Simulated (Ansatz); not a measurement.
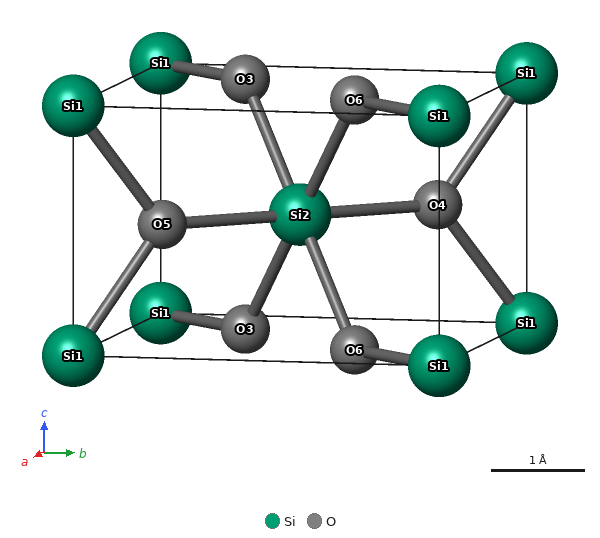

Figure 1. The structure (ball-and-stick view of the cell of the calculation, seen slightly off an axis; atoms are numbered from 1 in the order of the input). An atom can appear more than once, as a periodic image. Near neighbours in the periodic cell (some may lie outside the picture): Si has 6 O at 1.74 to 1.76 Å; O has 3 Si at 1.74 to 1.76 Å.

# Run report: SiO$_{2}$, band-structure calculation

The run: band-structure calculation of SiO$_{2}$ (P4₂/mnm, 6 atoms in the cell). Method and program: DFT, PBE, plane waves, PAW, no spin polarisation (Ansatz 0.2.0).

The structure was built on a prototype by a generator. The geometry comes from this level: r2SCAN (a point of a series of strains). It belongs to a series of runs on one base structure; here: epitaxial_xy strain -3.0%. Figures and captions count atoms from 1; the log counts them from 0 in places.

## Input file
```yaml
crystal:
  lattice:
    - [4.0596331347, 0.0, 0.0]
    - [0.0, 4.0596331347, 0.0]
    - [0.0, 0.0, 2.7142416427]
  atoms:
    - { symbol: Si, position: [0.0, 0.0, 0.0] }
    - { symbol: Si, position: [0.5, 0.5, 0.5] }
    - { symbol: O, position: [0.3036854415, 0.3036854415, 0.0] }
    - { symbol: O, position: [0.1963145585, 0.8036854415, 0.5] }
    - { symbol: O, position: [0.8036854415, 0.1963145585, 0.5] }
    - { symbol: O, position: [0.6963145585, 0.6963145585, 0.0] }
kpoints:
  mp_grid: { grid: [6, 6, 10] }
  band_path:
    path:
      - [0.0, 0.0, 0.0]
      - [0.0, 0.5, 0.0]
      - [0.5, 0.5, 0.0]
      - [0.0, 0.0, 0.5]
      - [0.0, 0.5, 0.5]
      - [0.5, 0.5, 0.5]
    npoints: 1
hamiltonian:
  xc: pbe
scf:
  occupations: { method: fermi_dirac, width: 0.02 }
  n_extra_bands: 5
output:
  forces: true
  stress: true
  eigenvalues: true
  write_density: true
  write_potential: true
  elf: true
  volumetric_format: npy
```

Run on 2 threads of AMD EPYC (Zen 3), 288 GiB of memory available, shared host.

Launch command:
```bash
ansatz run input.yaml --threads 2 --pin off --max-ram 20275MiB --backend cpu --events-out ev --progress --plain --runs-dir out
```

## Log
```
scf.n_extra_bands = 5 over 16 filled bands (N_el = 32.0): the run solves 21 bands
Engine: ansatz 0.2.0, x86_64-unknown-linux-gnu
Pseudopotentials: kind: paw
Pseudopotential: Si, paw, valence charge 4, recommended cutoff 420 eV (normal), Si.paw.azcp
Pseudopotential: O, paw, valence charge 6, recommended cutoff 420 eV (normal), O.paw.azcp
Functional definition: PBE
  parameter kappa = 0.804
  parameter beta = 0.06672455060314922
  exchange = pbe_x(kappa = kappa, mu = beta*pi^2/3)
  correlation = pbe_c(beta = beta)
Crystal: 6 atoms, lattice volume = 44.732 Å³
Basis set: ecut = 420 eV, 897 PW (Γ), exchange–correlation on 60×60×40 points (8 copies of the dense FFT grid, shifted against one another)
Bands: 21, of which v1, the nominal top of the filled ones, is band 16 counted from 1 (15 counted from 0)
Symmetry: 16 space group operations
Space group: P42/mnm (ITA 136), of the structure as read, at distance tolerance 3.5e-5 Å
k-points: 60 of 360
Non-local potential: Si, projectors of the file, l = 0: 2, l = 1: 2, l = 2: 2
Non-local potential: O, projectors of the file, l = 0: 2, l = 1: 2, l = 2: 1
PAW form: soft (Blöchl's): semilocal exchange-correlation on the pseudo side does not see the compensation charge
PAW one-centre angular grid: Si, 110 points (default); XC on 64 Gauss nodes
PAW one-centre angular grid: O, 110 points (default); XC on 64 Gauss nodes
Initial density: superposition of atomic densities (neutral atoms: chi_scale 0, normalization atom), corrected by the library's trained network
Initial wavefunctions: pseudopotential atomic-orbital guess
Functional: x = pbe(κ = 0.804, μ = 0.2195149727645171), c = pbe(β = 0.06672455060314922)
SCF iter   1: F=—  HF=-3546.708712 eV  |F-HF|=—  |Δ(HF+E_count)|=         —  Δρ=4.01e-3  dr2=3.16e-3  ethr=1.77e-3  ⟨swp⟩=6.8  Hψ=7101  notcnv=0
preconditioner: auto → none  [insulator: Δε(μ)=6.109 eV  Ē_g=18.820 eV  σ=0.020 eV  W_gap=1.00  n_scr=10 (ndim 8)  ℏωp=31.4 eV  f_vac=0.000  D(μ)=0.00/eV (n_scr^D=0)  ε∞_Penn≈3.8]
SCF iter   2: F=—  HF=-3546.708742 eV  |F-HF|=—  |Δ(HF+E_count)|=   2.98e-5  Δρ=1.67e-3  dr2=4.37e-4  ethr=9.87e-6  ⟨swp⟩=2.1  Hψ=2885  notcnv=0  defer=60
SCF iter   3: F=—  HF=-3546.708752 eV  |F-HF|=—  |Δ(HF+E_count)|=   9.91e-6  Δρ=7.78e-4  dr2=5.97e-5  ethr=1.37e-6  ⟨swp⟩=2.0  Hψ=1933  notcnv=0  defer=60
SCF iter   4: F=—  HF=-3546.708744 eV  |F-HF|=—  |Δ(HF+E_count)|=   7.47e-6  Δρ=2.45e-4  dr2=6.25e-6  ethr=1.87e-7  ⟨swp⟩=2.1  Hψ=2165  notcnv=0  defer=60
SCF iter   5: F=—  HF=-3546.708751 eV  |F-HF|=—  |Δ(HF+E_count)|=   7.11e-6  Δρ=4.01e-5  dr2=1.78e-7  ethr=1.95e-8  ⟨swp⟩=2.6  Hψ=2294  notcnv=0  defer=60
SCF iter   6: F=-3546.708752 eV  HF=-3546.708752 eV  |F-HF|=1.75e-9  |Δ(HF+E_count)|=   2.52e-7  Δρ=3.35e-6  dr2=1.30e-9  ethr=3.13e-10  ⟨swp⟩=11.9  Hψ=9385  notcnv=0
SCF 1 converged in 6 iterations: F = -3546.708752 eV  dr2 = 1.30e-9
  greatest PAW one-centre occupation: 0.863 electrons in one spin orbital (limit 2), on the O atom at site 5 (counted from 0), in its partial waves of l = 0
```

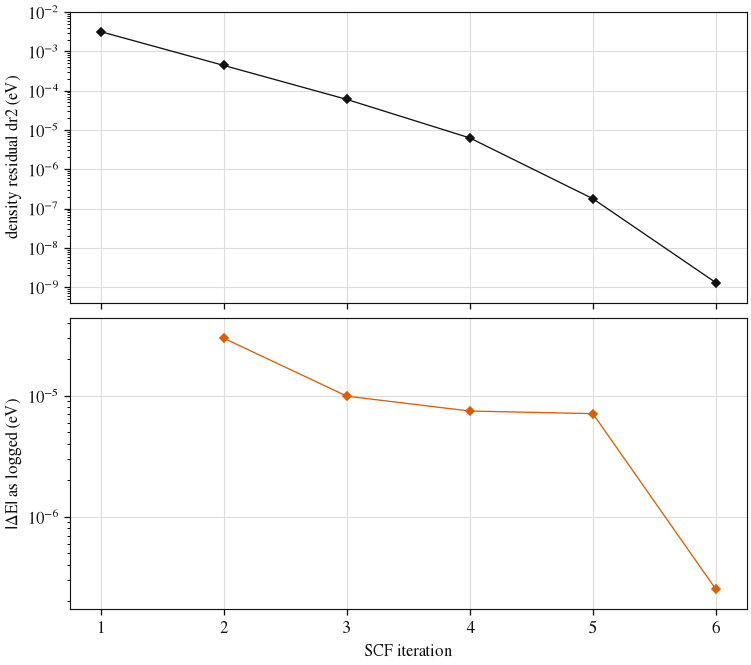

Figure 2. Convergence of the self-consistent field: density residual dr2 and size of the energy change against the SCF iteration. The residual falls at every step.

```
NSCF: frozen V_eff on 6 k-points
SCF converged after 6 iterations
Free energy (F): -3546.708752 eV
Harris-Foulkes:  -3546.708752 eV  (|F-HF|=1.75e-9)
Internal energy: -3546.708752 eV  (E = F + TS)
E sigma→0 (E₀):  -3546.708752 eV
Fermi energy:    14.365887 eV
--- Per-component energies (eV) ---
  E_band       = 84.530800
  E_kinetic    = 821.742346
  E_local      = -1183.108554  (includes V_loc(G=0)·N_el)
  E_nonlocal   = 237.808954
  E_hartree    = 422.030341
  E_xc         = -413.853886
  E_vxc        = -482.164185  (∫ρ·V_xc dr)
  E_paw        = -1662.877393  (= ΣΔE_a)
  E_vpaw       = -153.818407  (= ΣTr[D̂ρ^β])
  E_aug_tail   = 0.010095  (compensation charges beyond the density's cutoff)
  E_ewald      = -1768.460654
  E_smearing   = -0.000000  (= −TS)
  E_closure    = -0.000000  (closes the sum)
  Σ components = -3546.708752   (vs F -3546.708752, Δ=0.00e0)
--- Forces (eV/Å), atoms counted from 1 ---
  atom   1  Si     0.00000000     0.00000000     0.00000000
  atom   2  Si     0.00000000    -0.00000000     0.00000000
  atom   3  O     -0.02138166    -0.02138166     0.00000000
  atom   4  O      0.02138166    -0.02138166     0.00000000
  atom   5  O     -0.02138166     0.02138166     0.00000000
  atom   6  O      0.02138166     0.02138166     0.00000000
  max |Σ_I F_I| component: 1.73e-17 eV/Å
--- Stress (GPa, compression-positive) ---
       29.001947       0.000000       0.000000
        0.000000      29.001947       0.000000
        0.000000       0.000000      11.072179
  P = ⅓ Tr σ = 23.0254 GPa (230.254 kbar)
--- Band table (eV; the first three rows and the last of 60) ---
  k-point 0: bands = ["-11.6243", "-7.7307", "-7.7307", "-7.2551", "0.0671", "4.7043", "4.8682", "4.8682", "5.2796", "6.1418", "7.8920", "7.8920", "8.7268", "10.4495", "10.4495", "11.3172", "17.4145", "17.5838", "19.4920", "19.4920", "22.4842"]
  k-point 1: bands = ["-11.4933", "-7.6689", "-7.6689", "-7.2671", "0.1098", "4.8478", "4.9742", "4.9742", "4.9840", "5.9240", "7.4607", "7.4607", "8.2893", "10.3410", "10.3410", "11.1628", "17.9166", "18.2901", "20.0873", "20.0873", "21.6995"]
  k-point 2: bands = ["-11.1098", "-7.5006", "-7.5006", "-7.3487", "0.2256", "4.4299", "5.2091", "5.2708", "5.2794", "5.2794", "6.4676", "6.4676", "7.3870", "10.0033", "10.0033", "10.6970", "18.9393", "20.0007", "21.3634", "21.5484", "21.5484"]
  k-point 59: bands = ["-8.4492", "-8.4492", "-7.3055", "-7.3055", "0.1612", "0.1612", "2.7823", "2.7823", "6.7612", "6.7612", "6.9139", "6.9139", "9.6928", "9.6928", "9.6998", "9.6998", "19.0287", "19.0287", "22.9357", "22.9357", "23.2121"]
```

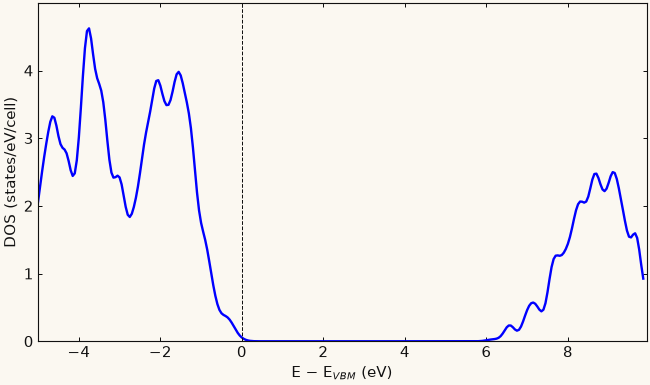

Figure 3. Density of states (the curve is built from the levels of the k mesh with Gaussians 0.3 eV wide, which also blur the band edges), with energies from the valence-band top. There is a gap of 6.10 eV on the k-point mesh. Small ripples come from the finite k-point mesh.

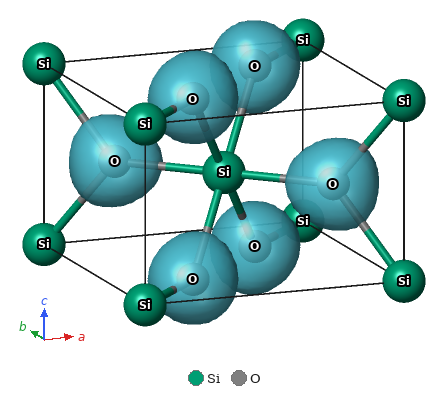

Figure 4. Isosurface of the valence charge density (pseudo) at 1.5 e/Å³ (cyan), seen slightly off an axis. Sticks mark near contacts. The outline is the cell set on symmetry axes. At this value the density breaks into separate islands; it holds about 50 % of the electrons treated as valence. It is pinched off along the Si–O (1.74 Å) contacts. On the grid the lowest density along these lines, outside the cores, is 0.74 e/Å³ (Si–O, 1.74 Å). Core electrons are frozen (PAW), so the fields are smoothed inside the atomic spheres.

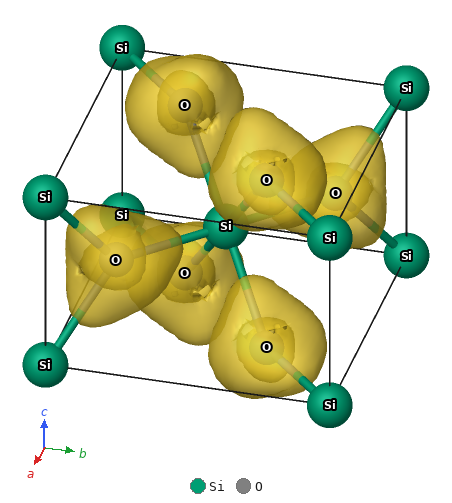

Figure 5. Isosurface of the electron localisation function at 0.75 (yellow), seen at an oblique angle. Core shells and regions of very low density are left out. Sticks mark near contacts. The outline is the cell set on symmetry axes.

## Summary

- outcome: converged
- space group (tolerance 0.01 Å): P4₂/mnm (136)
- electrons treated: 32
- free energy: −3546.7088 eV
- Fermi energy: 14.366 eV
- gap on the k-point mesh: 6.10 eV
- pressure: 23.03 GPa
- largest force (length of the vector): 0.030 eV/Å
- wall time: 1.5 s (CPU time 2.8 s)
- peak memory: 0.55 GiB
